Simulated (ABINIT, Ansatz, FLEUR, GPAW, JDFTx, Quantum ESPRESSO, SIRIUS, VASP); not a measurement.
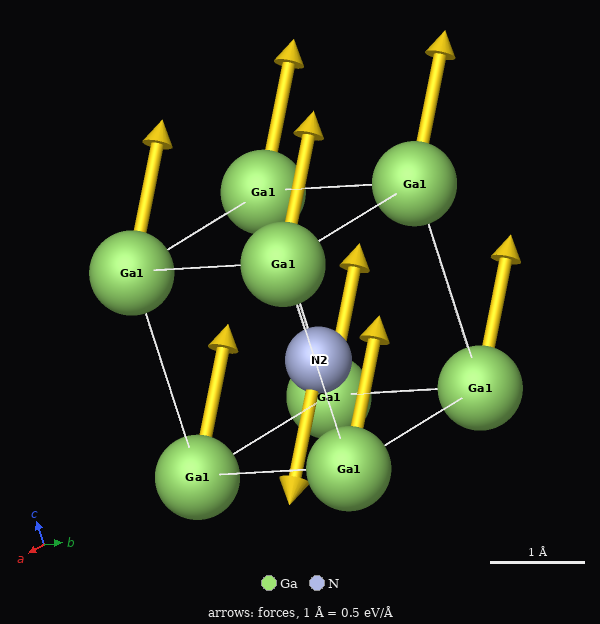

GaN (2 atoms) with its atoms moved off their places at random, by some hundredths of an ångström. The arrows are the forces from GPAW (PAW data 1.2.1). The parent cell is a structure listed in the Materials Project.

```
Ga N
1.0
     0.00000    2.25350    2.25350
     2.25350    0.00000    2.25350
     2.25350    2.25350    0.00000
Ga N
1 1
Direct
  0.00643 0.99831 0.99469
  0.24250 0.24820 0.25662
```

The same cell was run in eight programs or potential sets. Alike in all runs: functional PBE; k mesh 10 × 10 × 10 on the run's cell of 2 atoms; occupations fermi-dirac, width 0.05 eV; no spin polarisation; no spin-orbit coupling. The table gives the Cartesian components of the force on Ga1; with the net force removed, that on N2 is equal and opposite.

| program | Fx on Ga1 (eV/Å) | Fy on Ga1 (eV/Å) | Fz on Ga1 (eV/Å) |
| --- | --- | --- | --- |
| GPAW (PAW data 1.2.1) | 0.420 | -0.011 | -0.502 |
| FLEUR (all-electron) | 0.324 | -0.010 | -0.387 |
| Ansatz (Ansatz PAW soft_1) | 0.324 | -0.010 | -0.387 |
| SIRIUS (PseudoDojo 0.4.1 standard) | ? | ? | ? |
| VASP (PBE potentials, release 64 Ga_d, N) | 0.320 | -0.010 | -0.382 |
| JDFTx (PseudoDojo 0.5 standard) | 0.326 | -0.010 | -0.390 |
| ABINIT (JTH PAW PBE v2.0) | 0.329 | -0.010 | -0.395 |
| Quantum ESPRESSO (SSSP 1.3 efficiency) | 0.328 | -0.010 | -0.391 |

> What does SIRIUS (PseudoDojo 0.4.1 standard) give?

(0.326, -0.010, -0.390) eV/Å on Ga1. The medians of the other rows are 0.326, -0.010, -0.390 eV/Å.

> How well do the programs agree?

The size of the force spans 0.498 to 0.655 eV/Å. Against the median force vectors, the rows deviate by 0.004 eV/Å rms as a rule, and GPAW (PAW data 1.2.1) most, by 0.146 eV/Å. With one functional throughout, the spread comes from potentials, basis sets and numerical settings. Deviations count direction as well as size. That of GPAW (PAW data 1.2.1) is beyond the usual scatter and wasn't traced; a different electronic state or unconverged settings could lie behind it.

Notes on single rows: GPAW (PAW data 1.2.1): the data sets keep Ga 3d, Li 1s and Be 1s frozen, and some such compounds lay over 1.5 % in volume off other programs.
